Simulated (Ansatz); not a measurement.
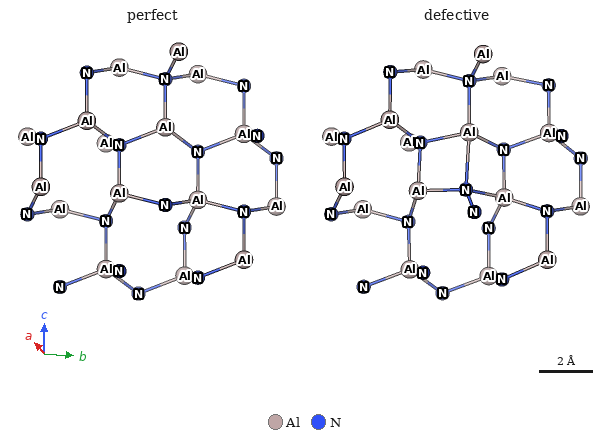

Left: perfect AlN. Right: the same region with one point defect, after relaxing the atoms in a supercell of 96 sites. The picture is a ball-and-stick view of the atoms within 5.4 Å of one point, in a slice 3.4 Å thick across the line of sight, seen from a free direction.

The calculation used Ansatz, DFT, PBEsol, PAW, plane waves. Set-up: plane-wave cutoff 420 eV; k-point mesh 1 × 1 × 1; mesh shifted by (0.25, 0.25, 0.25); collinear spin. Fermi-Dirac smearing of 0.01 eV. The axes drawn are those of the host's conventional cell.

### What kind of defect was made?

An extra nitrogen atom is put between the host's atoms (an interstitial).

The charge state of the cell is 0.

### What does the relaxation do around it?

The N atom starts with 6 Al at 2.03 to 2.37 Å, 6 N at 2.03 to 2.37 Å around its place and ends with 1 N at 1.38 Å. Of the host's atoms, a nitrogen atom moves furthest from its site, by 0.64 Å. The N atom itself moves 1.69 Å from where it was put. The cell's net moment is 1.00 μB.
